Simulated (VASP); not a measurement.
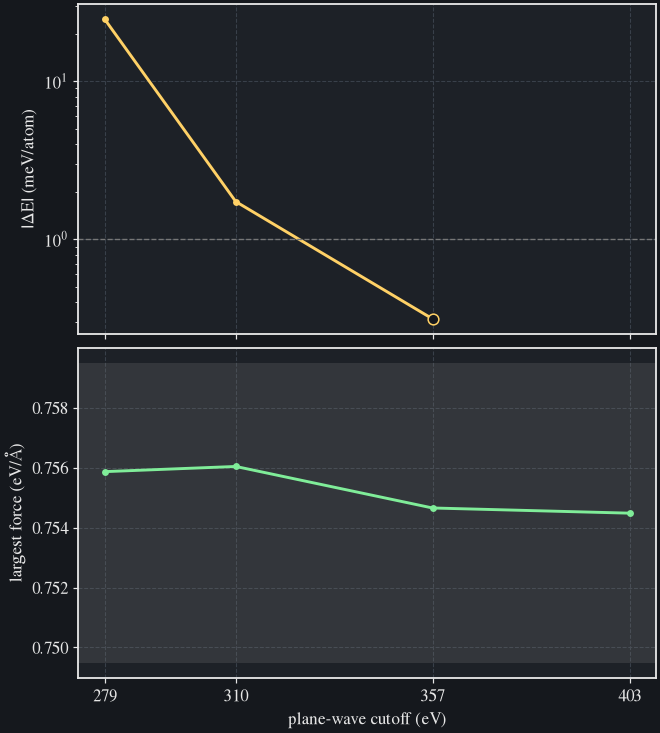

Scan of the plane-wave cutoff (density cutoff scaled with it).
System: Ge (R-3m, 2 atoms in the cell).
Method: HSE06, plane waves, standard recommended PAW potentials in VASP; 4×4×4 k-mesh, Fermi–Dirac smearing of 0.05 eV.
ΔE is the free energy less its value at the largest setting, 403.4 eV.
Dashed lines or grey bands mark the tolerance: 1 meV/atom and 0.005 eV/Å.
On logarithmic panels, open markers lie below the reference value and filled ones above.
The atoms sit off their equilibrium sites.

> From which setting is the free energy converged to 1 meV/atom?

The free energy is within 1 meV/atom of the largest setting's value from 356.8 eV on. It is off by 25 meV/atom at 279.3 eV and 1.7 meV/atom at 310.3 eV (on both sides of it).

> How does the largest force behave (tolerance 0.005 eV/Å)?

The largest force is within 0.005 eV/Å of the largest setting's value at every setting shown, 279.3 eV included. The largest deviation is 0.002 eV/Å.
